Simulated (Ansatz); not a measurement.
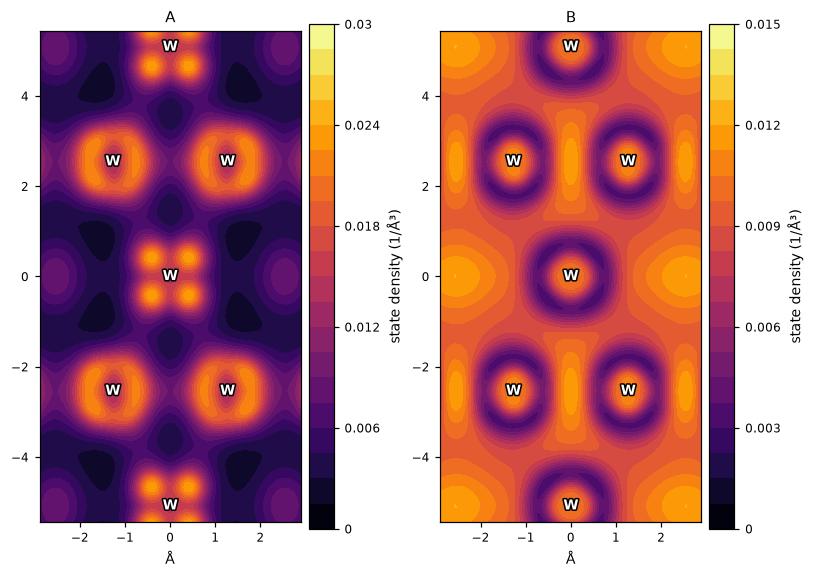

W: densities of the states in two energy windows, on the (001) plane of the conventional cell.

Space group Pm-3n. Spin-orbit coupling, left out here, splits and shifts the levels of such heavy elements, by tenths of an eV up to several eV. This isn't the usual form at ambient conditions.

All numbers below come from Ansatz, DFT PBE, scalar-relativistic, plane waves, PAW.

In a PAW calculation such maps are meaningful between the atoms, not at the nuclei.

Q: Match the panels to the energy ranges (zero at the Fermi level): −9.2 to −6.2 eV and 0.0 to +1.2 eV.

A: Panel A: 0.0 to +1.2 eV, the empty states just over the Fermi level, mainly W 5d (95 %).
Panel B: −9.2 to −6.2 eV, the lower third of the occupied valence band, mainly W 6s (85 %) and W 5d (10 %).
The characters are Löwdin shares on a minimal set of atomic orbitals.

The run took 7.9 s on 2 threads of Intel(R) Xeon(R) 6975P-C (Granite Rapids), with other jobs on the host, peak memory 0.69 GiB.
